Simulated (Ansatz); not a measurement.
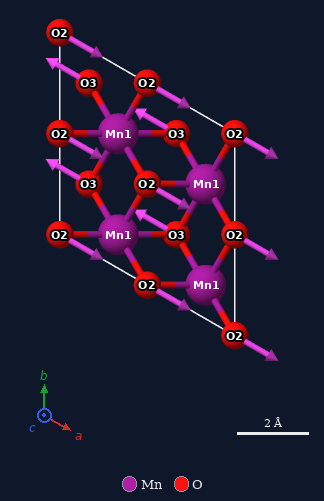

Phonons of a free-standing layer of MnO2 (a generated structure), at the zone centre. The optical levels lie at 404 (×2), 494 (×2), 565, 610 cm⁻¹. One mode is drawn. Displacements are drawn as pink arrows; their common scale and sign are arbitrary. The picture is a ball-and-stick view of the 2 × 2 repeat of the cell, outlined in the plane, without the vacuum, seen along the c axis.

Method: DFT PBE, scalar-relativistic, plane waves, PAW (Ansatz). Settings: plane-wave cutoff 420 eV; k-point mesh 12 × 12 × 1; occupations gaussian; smearing width 0.02 eV; collinear spin.

Frequencies are those without the non-analytic (LO–TO) term.

**Which of these frequencies is the drawn mode's?**

The level at 494 cm⁻¹. This is the E_g mode (doubly degenerate; one member of the set is drawn), optical level 2 of 4, counted from below, Raman-active by symmetry. The Mn atoms stay at rest; all motion is along a of the drawn cell; atoms of one kind move against one another, with no net shift of their sublattice; it stretches the shortest Mn–O bonds (1.92 Å).
